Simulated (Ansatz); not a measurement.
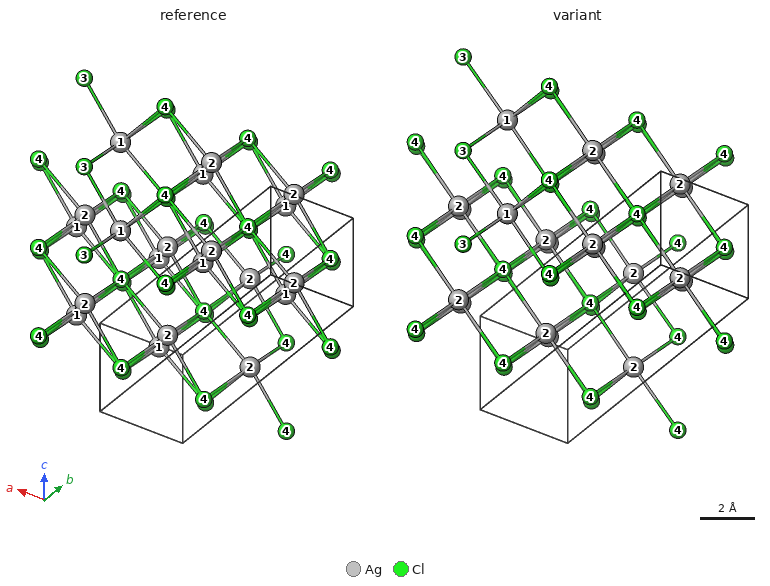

Left: a crystal of AgCl (built on the database structure type) at its r2SCAN-relaxed geometry. Right: the same structure after one change, at the same scale. Style: ball-and-stick. Shown: the conventional cell (2 times the calculation's cell), repeated 2 × 1 × 2 with one cell outlined, from a free direction. Lengths and directions refer to the drawn axes.

Computed with DFT, r2SCAN, plane waves, PAW (Ansatz). Settings: plane-wave cutoff 500 eV; k-point mesh 8 × 8 × 6; occupations fixed; no spin polarisation.

Q: What distinguishes the right structure from the left one?

A: All lengths are scaled by +5.9 % (volume +18.8 %). The atoms were relaxed with r2SCAN under that strain, and this is a single point on that geometry.

Q: What does the change do?

A: Near-neighbour distances before and after: Ag–Cl 2.908 → 2.737 Å, Ag–Cl 2.732 → 2.873 Å. The space group stays Cmcm (No. 63). Energy change: +70.9 meV per atom. The pressure goes from 0.0 to −4.3 GPa. The principal stresses (compression positive) are −2.1 GPa along b and −5.4 GPa across it. The forces stay under 0.01 eV/Å. The band gap goes from 1.01 to 1.14 eV.
